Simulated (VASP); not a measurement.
# A VASP study of ZnS (Sphalerite) (r2SCAN): structure first, properties next, part 2 of 2

What structure and properties does r2SCAN give ZnS (Sphalerite), and how near are they to the measured ones? The start is a cell from a database of measured crystal structures.

VASP 6.6.1, plane waves and PAW; the level of theory is named at each step.

So far, least gap on mesh and path (eV): step 5 (bands along the symmetry lines (r2SCAN)) 2.73.

## (9) Band structure (HSE06)

This step: HSE06; plane waves and PAW (Zn, S) (VASP 6.6.1).

HSE06 mixes in a quarter of exact exchange at short range, at far higher cost; in semiconductors this cures much of the gap error, while metals seldom gain.

File INCAR:

```
SYSTEM = ZnS
PREC = Accurate
ENCUT = 400
EDIFF = 1E-06
NELM = 100
ISMEAR = 0
SIGMA = 0.05
LREAL = .FALSE.
ALGO = Normal
LHFCALC = .TRUE.
AEXX = 0.25
GGA = PE
HFSCREEN = 0.2
LASPH = .TRUE.
NBANDS = 15
PRECFOCK = Fast
LORBIT = 11
LWAVE = .FALSE.
LCHARG = .FALSE.
KPAR = 2
```

File POSCAR:

```
ZnS
1.0
    0.0000000000      2.6902736767      2.6902736767
    2.6902736767      0.0000000000      2.6902736767
    2.6902736767      2.6902736767      0.0000000000
Zn S
1 1
Direct
    0.0000000000      0.0000000000      0.0000000000
    0.2500000000      0.2500000000      0.2500000000
```

File KPOINTS:

```
Automatic mesh
0
Gamma
5 5 5
0 0 0
```

File KPOINTS_OPT:

```
Line mode
6
Line-mode
Reciprocal
  0.00000000   0.00000000   0.00000000 GAMMA
  0.50000000   0.00000000   0.50000000 X

  0.50000000   0.00000000   0.50000000 X
  0.50000000   0.25000000   0.75000000 W

  0.50000000   0.25000000   0.75000000 W
  0.37500000   0.37500000   0.75000000 K

  0.37500000   0.37500000   0.75000000 K
  0.00000000   0.00000000   0.00000000 GAMMA

  0.00000000   0.00000000   0.00000000 GAMMA
  0.50000000   0.50000000   0.50000000 L

  0.50000000   0.50000000   0.50000000 L
  0.62500000   0.25000000   0.62500000 U

  0.62500000   0.25000000   0.62500000 U
  0.50000000   0.25000000   0.75000000 W

  0.50000000   0.25000000   0.75000000 W
  0.50000000   0.50000000   0.50000000 L

  0.50000000   0.50000000   0.50000000 L
  0.37500000   0.37500000   0.75000000 K

  0.62500000   0.25000000   0.62500000 U
  0.50000000   0.00000000   0.50000000 X
```

PAW data sets: Zn and S (PBE family, release 64).

The WAVECAR or CHGCAR of an earlier step is read.

Run with:

```console
mpirun -np 2 vasp_std
```

It took 13 min on 2 MPI ranks of AMD EPYC 7R43, shared host; peak memory 0.44 GiB; 26 min of CPU time.

The k-mesh is coarse for exact exchange; levels may shift by about 0.1 eV on a finer one.

This step gave:

| Property | Result |
| --- | --- |
| SCF cycles | 7 |
| free energy (TOTEN) | -8.377 eV |
| Fermi energy | 1.713 eV |
| least gap on mesh and path | 3.410 eV |
| least direct gap on mesh and path | 3.410 eV |

Electronic bands along the path, in eV, zero at the valence-band top; v1 is the highest filled band, c1 the lowest empty one:

| point | v4 | v3 | v2 | v1 | c1 | c2 | c3 | c4 |
| --- | --- | --- | --- | --- | --- | --- | --- | --- |
| Γ | -7.44 | 0.00 | 0.00 | 0.00 | 3.41 | 7.69 | 7.69 | 7.69 |
| X | -7.16 | -5.06 | -2.40 | -2.40 | 4.37 | 5.27 | 12.68 | 13.82 |
| W | -6.98 | -4.90 | -3.03 | -2.93 | 6.80 | 7.62 | 9.29 | 9.44 |
| K | -7.03 | -4.97 | -3.41 | -1.96 | 5.23 | 7.34 | 10.83 | 11.34 |
| Γ | -7.44 | 0.00 | 0.00 | 0.00 | 3.41 | 7.69 | 7.69 | 7.69 |
| L | -7.20 | -5.70 | -0.94 | -0.94 | 4.59 | 8.20 | 8.20 | 10.29 |
| U | -7.03 | -4.97 | -3.41 | -1.96 | 5.23 | 7.34 | 10.83 | 11.34 |
| W | -6.98 | -4.90 | -3.03 | -2.93 | 6.80 | 7.62 | 9.29 | 9.44 |
| L | -7.20 | -5.70 | -0.94 | -0.94 | 4.59 | 8.20 | 8.20 | 10.29 |
| K | -7.03 | -4.97 | -3.41 | -1.96 | 5.23 | 7.34 | 10.83 | 11.34 |
| jump to U | -7.03 | -4.97 | -3.41 | -1.96 | 5.23 | 7.34 | 10.83 | 11.34 |
| X | -7.16 | -5.06 | -2.40 | -2.40 | 4.37 | 5.27 | 12.68 | 13.82 |

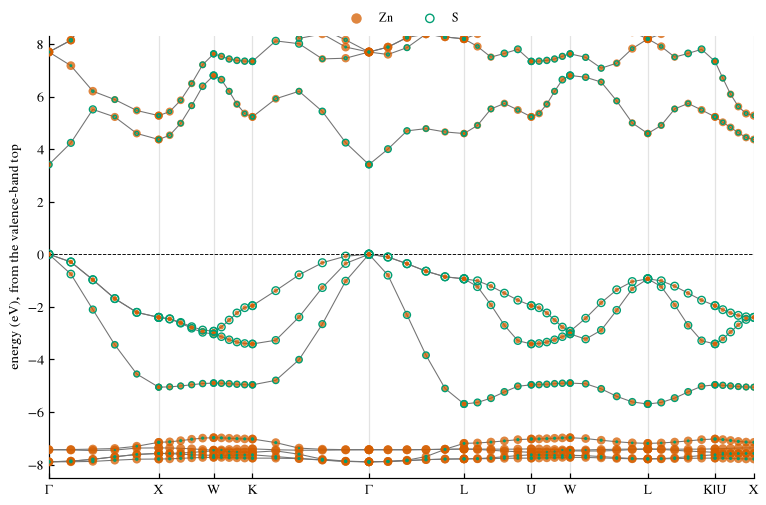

Electronic bands along the path; dots are coloured as in the legend, and their area grows with the weight.

The gap moves by +0.68 eV against r2SCAN, which ran on another mesh.

## (10) Bands along the symmetry lines (TB-mBJ)

This step: TB-mBJ; plane waves and PAW (Zn, S) (VASP 6.6.1).

Levels along the symmetry lines show where the bands peak and cross; KPOINTS_OPT computes them in the converged potential. TB-mBJ is a local potential fitted to gaps: it costs far less than a hybrid but gives no energy.

File INCAR:

```
SYSTEM = ZnS
PREC = Accurate
ENCUT = 400
EDIFF = 1E-06
NELM = 150
ISMEAR = 0
SIGMA = 0.05
LREAL = .FALSE.
ALGO = Normal
METAGGA = MBJ
LASPH = .TRUE.
NBANDS = 21
LORBIT = 11
LWAVE = .FALSE.
LCHARG = .FALSE.
KPAR = 2
```

POSCAR is that of step 9.

File KPOINTS:

```
Automatic mesh
0
Gamma
7 7 7
0 0 0
```

Changes to KPOINTS_OPT since step 9:

```diff
@@ -1,3 +1,3 @@
 Line mode
-6
+16
 Line-mode
```

Run with:

```console
mpirun -np 2 vasp_std
```

Elapsed: 1.7 min, on 2 MPI ranks; peak memory 0.28 GiB.

This functional is a potential without an energy, so its energies, forces and stress mean nothing and are not read.

This step gave:

* SCF cycles: 49
* bands: 21
* irreducible k-points: 20
* Fermi energy: 2.724 eV
* least gap on mesh and path: 3.746 eV
* least direct gap on mesh and path: 3.746 eV

Electronic bands along the path, in eV, zero at the valence-band top; v1 is the highest filled band, c1 the lowest empty one:

| point | v4 | v3 | v2 | v1 | c1 | c2 | c3 | c4 |
| --- | --- | --- | --- | --- | --- | --- | --- | --- |
| Γ | -5.27 | 0.00 | 0.00 | 0.00 | 3.75 | 7.56 | 7.56 | 7.56 |
| X | -5.10 | -4.05 | -2.06 | -2.06 | 4.53 | 5.29 | 12.30 | 13.56 |
| W | -4.94 | -4.10 | -2.49 | -2.47 | 6.61 | 7.32 | 9.10 | 9.14 |
| K | -4.99 | -4.14 | -2.82 | -1.66 | 5.29 | 7.08 | 10.38 | 10.85 |
| Γ | -5.27 | 0.00 | 0.00 | 0.00 | 3.75 | 7.56 | 7.56 | 7.56 |
| L | -5.12 | -4.86 | -0.79 | -0.79 | 4.75 | 7.94 | 7.94 | 10.18 |
| U | -4.99 | -4.14 | -2.82 | -1.66 | 5.29 | 7.08 | 10.38 | 10.85 |
| W | -4.94 | -4.10 | -2.49 | -2.47 | 6.61 | 7.32 | 9.10 | 9.14 |
| L | -5.12 | -4.86 | -0.79 | -0.79 | 4.75 | 7.94 | 7.94 | 10.18 |
| K | -4.99 | -4.14 | -2.82 | -1.66 | 5.29 | 7.08 | 10.38 | 10.85 |
| jump to U | -4.99 | -4.14 | -2.82 | -1.66 | 5.29 | 7.08 | 10.38 | 10.85 |
| X | -5.10 | -4.05 | -2.06 | -2.06 | 4.53 | 5.29 | 12.30 | 13.56 |

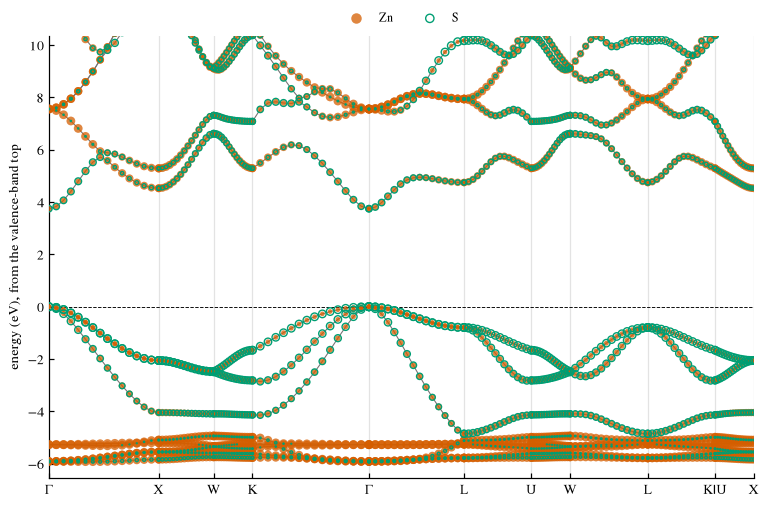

Electronic bands along the path; dots are coloured as in the legend, and their area grows with the weight.

The gap moves by +1.01 eV against r2SCAN.

## (11) What came out

| Quantity | Value |
| --- | --- |
| relaxed volume | 19.47 Å³/atom |
| relaxed conventional cell a, b, c | 5.381, 5.381, 5.381 Å |
| space group after relaxing, within 0.02 Å | F-43m (No. 216) |
| band gap | 2.73 eV, direct |
| gap among the points of the DOS mesh alone, an upper bound | 2.73 eV |
| strongest peak of ε2, mean over directions | 6.92 eV |
| ε1 at zero frequency, no local fields, mean | 5.58 |
| band gap (HSE06) | 3.41 eV, direct |
| band gap (TB-mBJ) | 3.75 eV, direct |

With r2SCAN, ZnS (Sphalerite) relaxes to 19.47 Å³/atom in space group F-43m (held by the symmetry of the run) and has a direct gap of 2.73 eV (3.41 eV with HSE06). Against the listed cell the volume lies -1.6 %. Bands along the symmetry lines (r2SCAN): The path shows a direct gap of 2.73 eV (valence top at Γ, conduction bottom at Γ). Band structure (HSE06): On this path the gap is direct, 3.41 eV, with the valence top at Γ and the conduction bottom at Γ. Bands along the symmetry lines (TB-mBJ): The path shows a direct gap of 3.75 eV (valence top at Γ, conduction bottom at Γ). The other levels ran on the cell relaxed with r2SCAN, and without spin-orbit coupling unless named. Semilocal functionals usually underestimate gaps. No search among competing phases was made, and a listed structure need not be the one stable at ambient conditions. All values are for a static lattice at zero temperature.

Calculation against experiment:

| quantity | measured | r2SCAN | HSE06 | TB-mBJ |
| --- | --- | --- | --- | --- |
| lattice constant a (Å) | 5.411 | 5.381 (-0.6 %) | - | - |
| band gap (direct gap) (eV) | 3.85 | 2.73 (-1.12 eV) | 3.41 (-0.44 eV) | 3.75 (-0.10 eV) |

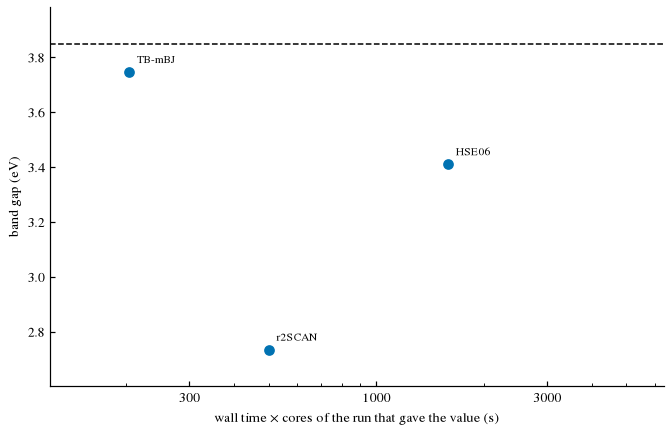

The band gap by level, against the cost of each run; the dashed line is the measured value.

Measured values from pmc:11595366 (2024) and arxiv:0911.5022 (2009).

How well it matches: The lattice constant a is off by -0.6 %: good agreement. For the band gap, of the levels listed nearest comes TB-mBJ (-0.10 eV, good agreement) and farthest r2SCAN (-1.12 eV, a clear miss). Zero-point and thermal motion shift the measured gap. The grades are ours: good and fair within 0.7 and 1.5 % for the lattice constant a. Zero-point motion and thermal expansion are not in the computed lattice constants.

[Lines on the potential files, build, host, timing and source positions are cut from VASP's logs without a mark.]

[Logs are printed without paths, hosts, clocks, repeated set-up lines and the standing remarks that a program may print on its own settings, such as how far it seeks lower states.]

[Hosts, paths, dates, database ids (printed as entryN), source tags and the programs' standing remarks are cut or masked in the printed files.]

[A measured line is paired with the nearest computed mode of its activity, which favours agreement.]
